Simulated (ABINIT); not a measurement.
## Optical-spectrum calculation of ZnS (part 2 of 2)

The same run, continued: ZnS (F-43m, 2 atoms in the cell); Kohn-Sham DFT of a periodic cell, PBE, PseudoDojo NC SR PBE v0.4.1 standard, no spin polarisation (ABINIT 10.8.3); cutoff 1034.03 eV, 6×6×6 k-mesh, fixed occupations. The structure derives from an entry of the Crystallography Open Database.

Geometry of the input (Å; fractional positions):
```
0.0000  2.7020  2.7020
2.7020  0.0000  2.7020
2.7020  2.7020  0.0000
Zn 0.7500  0.7500  0.7500
S  0.0000  0.0000  0.0000
```

Output, continued:
```
 At SCF step   20       vres2   =  4.61E-14 < tolvrs=  1.00E-12 =>converged.

 Cartesian components of stress tensor (hartree/bohr^3)
  sigma(1 1)= -3.94476505E-05  sigma(3 2)=  0.00000000E+00
  sigma(2 2)= -3.94476505E-05  sigma(3 1)=  0.00000000E+00
  sigma(3 3)= -3.94476505E-05  sigma(2 1)=  0.00000000E+00

--- !ResultsGS
iteration_state: {dtset: 1, }
comment   : Summary of ground state results
lattice_vectors:
- [  0.0000000,   5.1060400,   5.1060400, ]
- [  5.1060400,   0.0000000,   5.1060400, ]
- [  5.1060400,   5.1060400,   0.0000000, ]
lattice_lengths: [   7.22103,    7.22103,    7.22103, ]
lattice_angles: [ 60.000,  60.000,  60.000, ] # degrees, (23, 13, 12)
lattice_volume:   2.6624572E+02
convergence: {deltae: -9.948E-13, res2:  4.608E-14, residm:  4.694E-17, diffor: null, }
etotal    :  -2.20138930E+02
entropy   :   0.00000000E+00
fermie    :   1.31729874E-01
cartesian_stress_tensor: # hartree/bohr^3
- [ -3.94476505E-05,   0.00000000E+00,   0.00000000E+00, ]
- [  0.00000000E+00,  -3.94476505E-05,   0.00000000E+00, ]
- [  0.00000000E+00,   0.00000000E+00,  -3.94476505E-05, ]
pressure_GPa:   1.1606E+00
xred      :
- [  7.5000E-01,   7.5000E-01,   7.5000E-01, Zn]
- [  0.0000E+00,   0.0000E+00,   0.0000E+00,  S]
cartesian_forces: # hartree/bohr
- [  1.05469022E-28,   1.05469022E-28,  -3.16407066E-28, ]
- [ -1.05469022E-28,  -1.05469022E-28,   3.16407066E-28, ]
force_length_stats: {min:   3.49801173E-28, max:   3.49801173E-28, mean:   3.49801173E-28, }
...

 Integrated electronic density in atomic spheres:
 ------------------------------------------------
 Atom  Sphere_radius  Integrated_density
    1        2.00000         18.11572311
    2        2.00000          3.95031610
================================================================================

 ----iterations are completed or convergence reached----

 Mean square residual over all n,k,spin=   61.288E-19; max=  46.942E-18
 reduced coordinates (array xred) for    2 atoms
       0.750000000000      0.750000000000      0.750000000000
       0.000000000000      0.000000000000      0.000000000000
 rms dE/dt=  1.5232E-27; max dE/dt=  2.1541E-27; dE/dt below (all hartree)
    1       0.000000000000      0.000000000000     -0.000000000000
    2       0.000000000000      0.000000000000      0.000000000000

 cartesian coordinates (angstrom) at end:
    1      4.05300000000000     4.05300000000000     4.05300000000000
    2      0.00000000000000     0.00000000000000     0.00000000000000

 cartesian forces (hartree/bohr) at end:
    1      0.00000000000000     0.00000000000000    -0.00000000000000
    2     -0.00000000000000    -0.00000000000000     0.00000000000000
 frms,max,avg= 2.0195780E-28 3.1640707E-28   0.000E+00  0.000E+00  0.000E+00 h/b

 cartesian forces (eV/Angstrom) at end:
    1      0.00000000000000     0.00000000000000    -0.00000000000000
    2     -0.00000000000000    -0.00000000000000     0.00000000000000
 frms,max,avg= 1.0385088E-26 1.6270306E-26   0.000E+00  0.000E+00  0.000E+00 e/A
 length scales=  1.889726125908  1.889726125908  1.889726125908 bohr
              =  1.000000000000  1.000000000000  1.000000000000 angstroms
 Fermi (or HOMO) energy (hartree) =   0.13173   Average Vxc (hartree)=  -0.36260
 Eigenvalues (hartree) for nkpt=  28  k points:
 kpt#   1, nband= 13, wtk=  0.02778, kpt= -0.0833 -0.1667  0.0000 (reduced coord)
  -4.45568   -2.77103   -2.77103   -2.77103   -0.34162   -0.09894   -0.09701   -0.09695
  -0.08080   -0.07992    0.08267    0.11915    0.12236
 prteigrs : prtvol=0 or 1, do not print more k-points.

--- !EnergyTerms
iteration_state     : {dtset: 1, }
comment             : Components of total free energy in Hartree
kinetic             :  9.63288023470530E+01
hartree             :  9.22935887736030E+01
xc                  : -2.56675816464915E+01
Ewald energy        : -1.07297656327938E+02
psp_core            :  3.48623933294040E+00
local_psp           : -2.32586507181822E+02
non_local_psp       : -4.66958157315149E+01
total_energy        : -2.20138930434170E+02
total_energy_eV     : -5.99028546382133E+03
band_energy         : -2.67603036314870E+01
...

 Cartesian components of stress tensor (hartree/bohr^3)
  sigma(1 1)= -3.94476505E-05  sigma(3 2)=  0.00000000E+00
  sigma(2 2)= -3.94476505E-05  sigma(3 1)=  0.00000000E+00
  sigma(3 3)= -3.94476505E-05  sigma(2 1)=  0.00000000E+00

-Cartesian components of stress tensor (GPa)         [Pressure=  1.1606E+00 GPa]
- sigma(1 1)= -1.16058995E+00  sigma(3 2)=  0.00000000E+00
- sigma(2 2)= -1.16058995E+00  sigma(3 1)=  0.00000000E+00
- sigma(3 3)= -1.16058995E+00  sigma(2 1)=  0.00000000E+00

================================================================================
== DATASET  2 ==================================================================

--- !DatasetInfo
iteration_state: {dtset: 2, }
dimensions: {natom: 2, nkpt: 28, mband: 23, nsppol: 1, nspinor: 1, nspden: 1, mpw: 2995, }
cutoff_energies: {ecut:  38.0, pawecutdg:  -1.0, }
electrons: {nelect:   2.60000000E+01, charge:   0.00000000E+00, occopt:   1.00000000E+00, tsmear:   1.00000000E-02, }
meta: {optdriver: 0, ionmov: 0, optcell: 0, iscf: -2, paral_kgb: 0, }
...

 mkfilename : getden/=0, take file _DEN from output of DATASET   1.

 Exchange-correlation functional for the present dataset will be:
  GGA: Perdew-Burke-Ernzerhof functional - ixc=11
  J.P.Perdew, K.Burke, M.Ernzerhof, PRL 77, 3865 (1996)

 Real(R)+Recip(G) space primitive vectors, cartesian coordinates (Bohr,Bohr^-1):
 R(1)=  0.0000000  5.1060400  5.1060400  G(1)= -0.0979232  0.0979232  0.0979232
 R(2)=  5.1060400  0.0000000  5.1060400  G(2)=  0.0979232 -0.0979232  0.0979232
 R(3)=  5.1060400  5.1060400  0.0000000  G(3)=  0.0979232  0.0979232 -0.0979232
 Unit cell volume ucvol=  2.6624572E+02 bohr^3
 Angles (23,13,12)=  6.00000000E+01  6.00000000E+01  6.00000000E+01 degrees

 getcut: wavevector=  0.0000  0.0000  0.0000  ngfft=  45  45  45
         ecut(hartree)=     38.000   => boxcut(ratio)=   2.19582
--------------------------------------------------------------------------------

================================================================================
 Non-SCF case, kpt    1 ( -0.08333 -0.16667  0.00000), residuals and eigenvalues=
  2.53E-13  2.20E-13  1.96E-13  2.59E-13  4.74E-13  2.31E-13  8.35E-13  5.37E-13
  4.97E-13  9.10E-13  3.69E-13  7.39E-13  3.87E-13  2.79E-13  6.89E-13  6.69E-13
  3.33E-13  5.47E-13  5.29E-13  7.51E-13  2.99E-12  1.39E-11  1.17E-10
 -4.4557E+00 -2.7710E+00 -2.7710E+00 -2.7710E+00 -3.4162E-01 -9.8938E-02
 -9.7005E-02 -9.6949E-02 -8.0798E-02 -7.9919E-02  8.2673E-02  1.1915E-01
  1.2236E-01  2.5773E-01  3.4855E-01  3.9021E-01  3.9172E-01  5.0683E-01
  5.5964E-01  6.1968E-01  6.6214E-01  7.0838E-01  7.3336E-01
 prteigrs : prtvol=0 or 1, do not print more k-points.

--- !ResultsGS
iteration_state: {dtset: 2, }
comment   : Summary of ground state results
lattice_vectors:
- [  0.0000000,   5.1060400,   5.1060400, ]
- [  5.1060400,   0.0000000,   5.1060400, ]
- [  5.1060400,   5.1060400,   0.0000000, ]
lattice_lengths: [   7.22103,    7.22103,    7.22103, ]
lattice_angles: [ 60.000,  60.000,  60.000, ] # degrees, (23, 13, 12)
lattice_volume:   2.6624572E+02
convergence: {deltae:  0.000E+00, res2:  0.000E+00, residm:  9.991E-13, diffor:  0.000E+00, }
etotal    :  -2.20138930E+02
entropy   :   0.00000000E+00
fermie    :   1.31729874E-01
cartesian_stress_tensor: null
pressure_GPa: null
xred      :
- [  7.5000E-01,   7.5000E-01,   7.5000E-01, Zn]
- [  0.0000E+00,   0.0000E+00,   0.0000E+00,  S]
cartesian_forces: null
force_length_stats: {min: null, max: null, mean: null, }
...

 Integrated electronic density in atomic spheres:
 ------------------------------------------------
 Atom  Sphere_radius  Integrated_density
    1        2.00000         18.11572311
    2        2.00000          3.95031610
================================================================================

 ----iterations are completed or convergence reached----

 Mean square residual over all n,k,spin=   50.132E-14; max=  99.913E-14
 reduced coordinates (array xred) for    2 atoms
       0.750000000000      0.750000000000      0.750000000000
       0.000000000000      0.000000000000      0.000000000000

 cartesian coordinates (angstrom) at end:
    1      4.05300000000000     4.05300000000000     4.05300000000000
    2      0.00000000000000     0.00000000000000     0.00000000000000
 length scales=  1.889726125908  1.889726125908  1.889726125908 bohr
              =  1.000000000000  1.000000000000  1.000000000000 angstroms
 Eigenvalues (hartree) for nkpt=  28  k points:
 kpt#   1, nband= 23, wtk=  0.02778, kpt= -0.0833 -0.1667  0.0000 (reduced coord)
  -4.45568   -2.77103   -2.77103   -2.77103   -0.34162   -0.09894   -0.09701   -0.09695
  -0.08080   -0.07992    0.08267    0.11915    0.12236    0.25773    0.34855    0.39021
   0.39172    0.50683    0.55964    0.61968    0.66214    0.70838    0.73336
 prteigrs : prtvol=0 or 1, do not print more k-points.

================================================================================
== DATASET  3 ==================================================================

--- !DatasetInfo
iteration_state: {dtset: 3, }
dimensions: {natom: 2, nkpt: 28, mband: 19, nsppol: 1, nspinor: 1, nspden: 1, mpw: 2995, }
cutoff_energies: {ecut:  38.0, pawecutdg:  -1.0, }
electrons: {nelect:   2.60000000E+01, charge:   0.00000000E+00, occopt:   1.00000000E+00, tsmear:   1.00000000E-02, }
meta: {optdriver: 8, wfk_task: 7, }
...

 mkfilename : getwfk/=0, take file _WFK from output of DATASET   2.

 Exchange-correlation functional for the present dataset will be:
  GGA: Perdew-Burke-Ernzerhof functional - ixc=11
  J.P.Perdew, K.Burke, M.Ernzerhof, PRL 77, 3865 (1996)

--------------------------------------------------------------------------------

 Computation of velocity matrix elements (DDK)

 Parameters extracted from the Abinit header:
    ecut:     38.0
    nkpt:    864
    mband:   23
    nsppol:  1
    nspinor: 1
    useylm:  0
    inclvkb: 2
    bmin: 1, bmax: 23
    Computing diagonal and off-diagonal matrix elements
    Between band index bmin: 1, bmax: 23

== END DATASET(S) ==============================================================
================================================================================

 -outvars: echo values of variables after computation  --------
            acell      1.8897261259E+00  1.8897261259E+00  1.8897261259E+00 Bohr
           etotal1    -2.2013893043E+02
           etotal3     0.0000000000E+00
            fcart1     1.0546902207E-28  1.0546902207E-28 -3.1640706621E-28
                      -1.0546902207E-28 -1.0546902207E-28  3.1640706621E-28
            fcart3     0.0000000000E+00  0.0000000000E+00  0.0000000000E+00
                       0.0000000000E+00  0.0000000000E+00  0.0000000000E+00
            rprim      0.0000000000E+00  2.7020000000E+00  2.7020000000E+00
                       2.7020000000E+00  0.0000000000E+00  2.7020000000E+00
                       2.7020000000E+00  2.7020000000E+00  0.0000000000E+00
           strten1    -3.9447650537E-05 -3.9447650537E-05 -3.9447650537E-05
                       0.0000000000E+00  0.0000000000E+00  0.0000000000E+00
           strten3     0.0000000000E+00  0.0000000000E+00  0.0000000000E+00
                       0.0000000000E+00  0.0000000000E+00  0.0000000000E+00
           xangst      4.0530000000E+00  4.0530000000E+00  4.0530000000E+00
                       0.0000000000E+00  0.0000000000E+00  0.0000000000E+00
             xred      7.5000000000E-01  7.5000000000E-01  7.5000000000E-01
                       0.0000000000E+00  0.0000000000E+00  0.0000000000E+00
 Calculation completed.
```

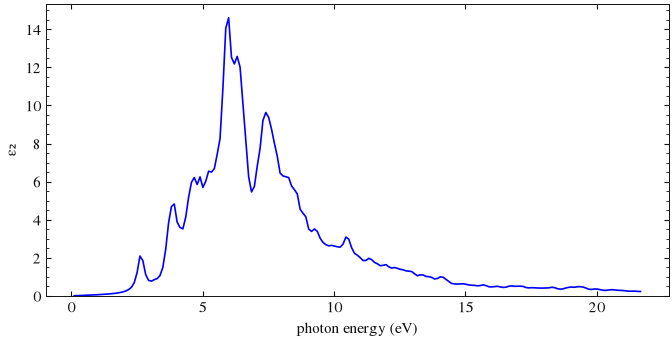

Fig. 1: Imaginary part of the dielectric function (first component that the program prints). The highest peak, 14.6, lies at 5.99 eV.

Summary:

| quantity | value |
| --- | --- |
| outcome | converged |
| space group (tolerance 0.01 Å) | F-43m (216) |
| electrons treated | 26 |
| free energy | −5990.2855 eV |
| Fermi energy | 3.585 eV |
| pressure | 1.16 GPa |
| largest force (length of the vector) | under 0.001 eV/Å |
| wall time | 3.2 min |
| peak memory | 1 GiB |
